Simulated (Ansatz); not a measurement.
# What a change does: single-point calculation on Ge₅Si₃

System: Ge₅Si₃ (16 atoms in the cell).
Method of the first run: DFT HSE06, scalar-relativistic, plane waves, PAW, no spin polarisation (Ansatz 0.2.0).

The structure was built on a prototype by a generator; it need not be a known phase. Text and figures count atoms from 1; the logs count them from 0 in places.

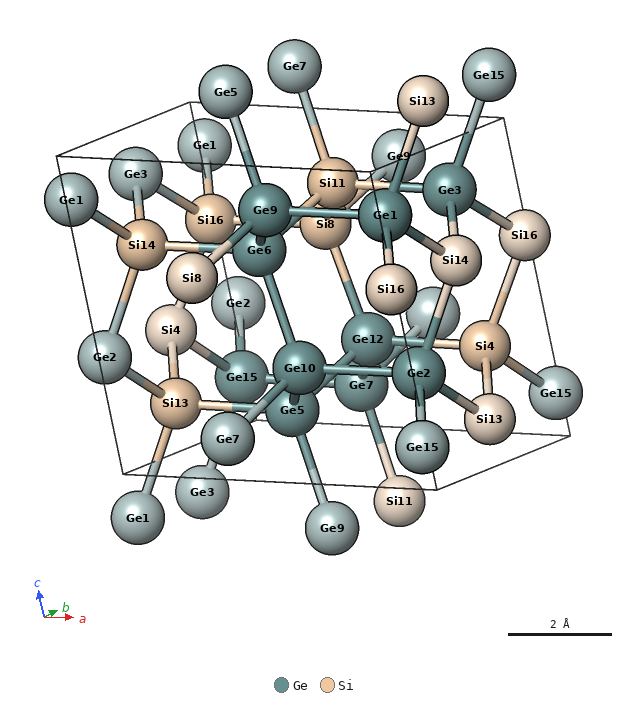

Fig. 1: The structure as given in the input (ball-and-stick view of the cell of the calculation, seen slightly off an axis; neighbours outside the cell are drawn fainter; atoms are numbered from 1 in the order of the input).

## Input file, the first run
```yaml
crystal:
  lattice:
    - [-2.41754e-05, -0.0006958631, -6.4824698972]
    - [-3.924525823, -6.7967037086, -0.0007447391]
    - [-3.9246155911, 6.7967555363, 0.0007154505]
  atoms:
    - { symbol: Ge, position: [0.941444088, 0.165130271, 0.8325315963] }
    - { symbol: Ge, position: [0.9406305792, 0.1711199205, 0.3356635749] }
    - { symbol: Ge, position: [0.9332313024, 0.6651267641, 0.8278794806] }
    - { symbol: Si, position: [0.9418063868, 0.6653778249, 0.3369264615] }
    - { symbol: Ge, position: [0.4323085251, 0.3348722058, 0.166869893] }
    - { symbol: Ge, position: [0.4322939269, 0.3381291947, 0.669458153] }
    - { symbol: Ge, position: [0.4406151798, 0.8299002234, 0.1626780578] }
    - { symbol: Si, position: [0.4340127902, 0.83067929, 0.6676566151] }
    - { symbol: Ge, position: [0.56111083, 0.1618851507, 0.8308460286] }
    - { symbol: Ge, position: [0.5619730435, 0.1677692438, 0.3339053273] }
    - { symbol: Si, position: [0.560621402, 0.6684149891, 0.8299590324] }
    - { symbol: Ge, position: [0.5691746861, 0.6684488345, 0.3390019391] }
    - { symbol: Si, position: [0.0608354985, 0.3377613424, 0.1685127731] }
    - { symbol: Si, position: [0.0608302389, 0.3347413519, 0.6678278699] }
    - { symbol: Ge, position: [0.061376336, 0.8300504631, 0.167235731] }
    - { symbol: Si, position: [0.0677351865, 0.83059293, 0.6630474665] }
basis:
  ecutwfc: 420
kpoints:
  mp_grid: { grid: [2, 2, 2] }
  band_path:
    path: [[0.0, 0.0, 0.0], [0.385417, -0.013021, 0.015625]]
    npoints: 1
hamiltonian:
  xc: hse06
scf:
  occupations: { method: gaussian, width: 0.01 }
  n_extra_bands: 11
output:
  eigenvalues: true
```

Launched with:
```bash
ansatz run input.yaml --threads 4 --pin off --max-ram 10240MiB --backend cpu --events-out ev --progress --plain --runs-dir out
```

Hardware: 4 threads of Intel Xeon @ 2.70GHz, 189 GiB of memory available, shared host.

## Output, shortened to warnings, some set-up lines, iterations and results (the first run)
```
Basis set: ecut = 420 eV, 6755 PW (Γ)
Symmetry: 1 space group operations
k-points: 8
Initial density: superposition of atomic densities (neutral atoms: chi_scale 0, normalization atom), corrected by the library's trained network
[...]
SCF iter   1: F=—  HF=-46763.248884 eV  |F-HF|=—  |Δ(HF+E_count)|=         —  Δρ=2.44e-3  dr2=1.85e-2  ethr=1.77e-3  ⟨swp⟩=7.5  Hψ=3031  notcnv=0
SCF iter   2: F=—  HF=-46763.249135 eV  |F-HF|=—  |Δ(HF+E_count)|=   2.51e-4  Δρ=1.10e-3  dr2=3.66e-3  ethr=1.13e-5  ⟨swp⟩=6.9  Hψ=2287  notcnv=0  defer=21
SCF iter   3: F=—  HF=-46763.249924 eV  |F-HF|=—  |Δ(HF+E_count)|=   7.89e-4  Δρ=4.09e-4  dr2=2.48e-3  ethr=2.23e-6  ⟨swp⟩=6.9  Hψ=2040  notcnv=0  defer=12
SCF iter   4: F=—  HF=-46763.249422 eV  |F-HF|=—  |Δ(HF+E_count)|=   5.02e-4  Δρ=1.20e-4  dr2=1.91e-4  ethr=1.12e-7  ⟨swp⟩=3.2  Hψ=3284  notcnv=0  defer=4
SCF iter   5: F=—  HF=-46763.249401 eV  |F-HF|=—  |Δ(HF+E_count)|=   2.11e-5  Δρ=5.46e-5  dr2=1.01e-5  ethr=1.12e-7  ⟨swp⟩=4.0  Hψ=1593  notcnv=0  defer=4
[... 11 lines ...]
SCF iter   1: F=—  HF=-46775.146754 eV  |F-HF|=—  |Δ(HF+E_count)|=         —  Δρ=7.24e-5  dr2=1.08e-5  ethr=8.14e-7  ⟨swp⟩=7.6  Hψ=1695  notcnv=0
SCF iter   2: F=—  HF=-46775.146759 eV  |F-HF|=—  |Δ(HF+E_count)|=   4.35e-6  Δρ=1.07e-5  dr2=1.00e-6  ethr=1.88e-10  ⟨swp⟩=2.9  Hψ=4084  notcnv=0  defer=1
SCF iter   3: F=—  HF=-46775.146764 eV  |F-HF|=—  |Δ(HF+E_count)|=   4.82e-6  Δρ=8.72e-6  dr2=2.51e-7  ethr=1.88e-10  ⟨swp⟩=5.1  Hψ=2467  notcnv=0  defer=3
SCF iter   4: F=-46775.146764 eV  HF=-46775.146764 eV  |F-HF|=2.43e-8  |Δ(HF+E_count)|=   4.57e-8  Δρ=2.15e-6  dr2=3.31e-8  ethr=1.19e-10  ⟨swp⟩=3.1  Hψ=1721  notcnv=0
SCF 3 converged in 4 iterations: F = -46775.146764 eV  dr2 = 3.31e-8
hybrid outer 2: dexx = +6.729e-6 eV, tail = 2.33e-7 eV, Δε = 2.55e-3 eV (about 1.03e-4 eV left of the loop's levels)
NSCF: frozen V_eff on 2 k-points
hybrid SCF converged: 2 outer / 12 inner (+6 warm-up), last move |dexx| = 6.73e-6 eV, tail = 2.33e-7 eV
Stability not checked: this state was not tested for a lower state beside it, because the functional holds exact exchange (a hybrid, or Hartree-Fock), whose exchange loop this test does not read (fock_operator; see scf.lower_state_search)
Free energy (F): -46775.146764 eV
Frozen-core exchange: fock
Harris-Foulkes:  -46775.146764 eV  (|F-HF|=2.43e-8)
Internal energy: -46775.146764 eV  (E = F + TS)
E sigma→0 (E₀):  -46775.146764 eV
Fermi energy:    8.061598 eV
--- Per-component energies (eV) ---
  E_band       = -1910.249975
  E_kinetic    = 1350.839841
  E_local      = -27491.696755  (includes V_loc(G=0)·N_el)
  E_nonlocal   = 4351.485075
  E_hartree    = 12197.974415
  E_xc         = -878.479406
  E_vxc        = -748.646696  (∫ρ·V_xc dr)
  E_exx        = -578.870938  (= α·E_x^exact, valence–valence)
  E_paw        = -22924.557465  (= ΣΔE_a)
  E_vpaw       = -2610.440127  (= ΣTr[D̂ρ^β])
  E_aug_tail   = 0.003169  (compensation charges beyond the density's cutoff)
  E_ewald      = -12797.836267
  E_core_change = -4.008434  (= ΣΔE_core)
  E_smearing   = -0.000000  (= −TS)
  E_closure    = -0.000000  (closes the sum)
  Σ components = -46775.146764   (vs F -46775.146764, Δ=-7.28e-12)
```

The input of the second run differs as follows (lines with − go, lines with + come):
```diff
-  xc: hse06
+  xc: pbesol
+  forces: true
+  stress: true
```

What does this change do to the results?

The total energies belong to different methods, so their difference says nothing on which is more stable or more accurate. The gap on the mesh goes from 0.76 to 0.12 eV. The functional changes from HSE06 to PBEsol. Exact exchange removes part of the self-interaction error of semilocal functionals, which pushes filled and empty levels apart. The SCF takes 7 iterations against 18. On the same kind of shared host the second run took about 0.043 times as long.

## Output, shortened to warnings, some set-up lines, iterations and results (the second run)
```
Basis set: ecut = 420 eV, 6755 PW (Γ), exchange–correlation on 90×108×108 points (8 copies of the dense FFT grid, shifted against one another)
Symmetry: 1 space group operations
k-points: 8
Initial density: superposition of atomic densities (neutral atoms: chi_scale 0, normalization atom), corrected by the library's trained network
[...]
SCF iter   1: F=—  HF=-46262.691860 eV  |F-HF|=—  |Δ(HF+E_count)|=         —  Δρ=2.79e-3  dr2=2.64e-2  ethr=1.77e-3  ⟨swp⟩=6.4  Hψ=2860  notcnv=0  defer=3
SCF iter   2: F=—  HF=-46262.678936 eV  |F-HF|=—  |Δ(HF+E_count)|=   1.29e-2  Δρ=1.55e-3  dr2=6.95e-3  ethr=1.61e-5  ⟨swp⟩=2.8  Hψ=1380  notcnv=0  defer=34
SCF iter   3: F=—  HF=-46262.678079 eV  |F-HF|=—  |Δ(HF+E_count)|=   8.57e-4  Δρ=4.31e-4  dr2=6.80e-4  ethr=4.24e-6  ⟨swp⟩=2.0  Hψ=1420  notcnv=0  defer=34
SCF iter   4: F=—  HF=-46262.677603 eV  |F-HF|=—  |Δ(HF+E_count)|=   4.76e-4  Δρ=1.26e-4  dr2=4.87e-5  ethr=4.15e-7  ⟨swp⟩=2.0  Hψ=1366  notcnv=0  defer=34
SCF iter   5: F=—  HF=-46262.677622 eV  |F-HF|=—  |Δ(HF+E_count)|=   1.90e-5  Δρ=3.01e-5  dr2=4.14e-6  ethr=2.97e-8  ⟨swp⟩=3.0  Hψ=1501  notcnv=0  defer=34
SCF iter   6: F=—  HF=-46262.677624 eV  |F-HF|=—  |Δ(HF+E_count)|=   2.01e-6  Δρ=1.16e-5  dr2=5.88e-7  ethr=2.52e-9  ⟨swp⟩=2.0  Hψ=1366  notcnv=0  defer=34
SCF iter   7: F=-46262.677624 eV  HF=-46262.677624 eV  |F-HF|=8.62e-8  |Δ(HF+E_count)|=   1.30e-7  Δρ=4.16e-6  dr2=8.32e-8  ethr=6.10e-11  ⟨swp⟩=11.1  Hψ=3484  notcnv=0
SCF 1 converged in 7 iterations: F = -46262.677624 eV  dr2 = 8.32e-8
NSCF: frozen V_eff on 2 k-points
SCF converged after 7 iterations
Free energy (F): -46262.677624 eV
Harris-Foulkes:  -46262.677624 eV  (|F-HF|=8.62e-8)
Internal energy: -46262.677624 eV  (E = F + TS)
E sigma→0 (E₀):  -46262.677624 eV
Fermi energy:    7.966954 eV
--- Per-component energies (eV) ---
  E_band       = -1532.330103
  E_kinetic    = 1359.495580
  E_local      = -27488.466176  (includes V_loc(G=0)·N_el)
  E_nonlocal   = 4361.901762
  E_hartree    = 12160.748948
  E_xc         = -1077.680354
  E_vxc        = -928.489865  (∫ρ·V_xc dr)
  E_paw        = -22790.212955  (= ΣΔE_a)
  E_vpaw       = -3158.275098  (= ΣTr[D̂ρ^β])
  E_aug_tail   = 0.003112  (compensation charges beyond the density's cutoff)
  E_ewald      = -12797.836267
  E_core_change = 9.368726  (= ΣΔE_core)
  E_smearing   = -0.000000  (= −TS)
  E_closure    = -0.000000  (closes the sum)
  Σ components = -46262.677624   (vs F -46262.677624, Δ=0.00e0)
--- Forces (eV/Å), atoms counted from 1 ---
  atom   1  Ge    -0.00604584    -0.02873001    -0.04610869
  atom   2  Ge    -0.04431222     0.06088155    -0.07420484
  atom   3  Ge     0.04838830     0.05770586    -0.03274299
  atom   4  Si     0.01570069    -0.03818487    -0.02949327
  atom   5  Ge     0.05695084     0.03304627    -0.01832374
  atom   6  Ge     0.00816078    -0.04348568    -0.03388908
  atom   7  Ge    -0.02790817    -0.04834981    -0.05645807
  atom   8  Si    -0.04798429     0.00197810    -0.00948832
  atom   9  Ge    -0.02401973     0.03591254     0.03565524
  atom  10  Ge     0.05963791    -0.01490652     0.04907643
  atom  11  Si    -0.05031240     0.01996502     0.03748388
  atom  12  Ge     0.00731108     0.03947809     0.02531976
  atom  13  Si    -0.04675912    -0.03161686     0.05581125
  atom  14  Si     0.01877765    -0.00640271     0.03248165
  atom  15  Ge    -0.01283027     0.00239023     0.05755284
  atom  16  Si     0.04523239    -0.03968291     0.00732998
  max |Σ_I F_I| component: 1.24e-5 eV/Å
--- Stress (GPa, compression-positive) ---
        0.759476       0.000127      -0.002377
        0.000127       0.670925      -0.026855
       -0.002377      -0.026855      -1.077987
  P = ⅓ Tr σ = 0.1175 GPa (1.175 kbar)
```

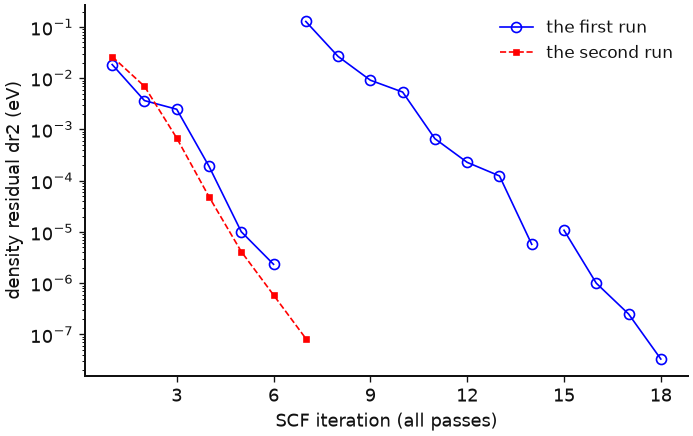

Fig. 2: Convergence of the two runs: density residual dr2 against the SCF iteration. A break in a curve parts two SCF passes. The first run takes 18 iterations in all, and the second run takes 7.

## The two runs side by side

| quantity | the first run | the second run |
| --- | --- | --- |
| outcome | converged | converged |
| free energy per atom (eV) | −2923.4467 | −2891.4174 |
| gap on the mesh (eV) | 0.76 | 0.12 |
| SCF iterations | 18 | 7 |
| irreducible k-points | 8 | 8 |
| plane waves at Γ | 6755 | 6755 |
| pressure (GPa) | – | 0.12 |
| largest force (eV/Å) | – | 0.106 |
| wall time (shared host) | 3.5 min | 9.1 s |

For the second run: The k-point mesh is coarse for a cell of this size, so the results may not be converged.
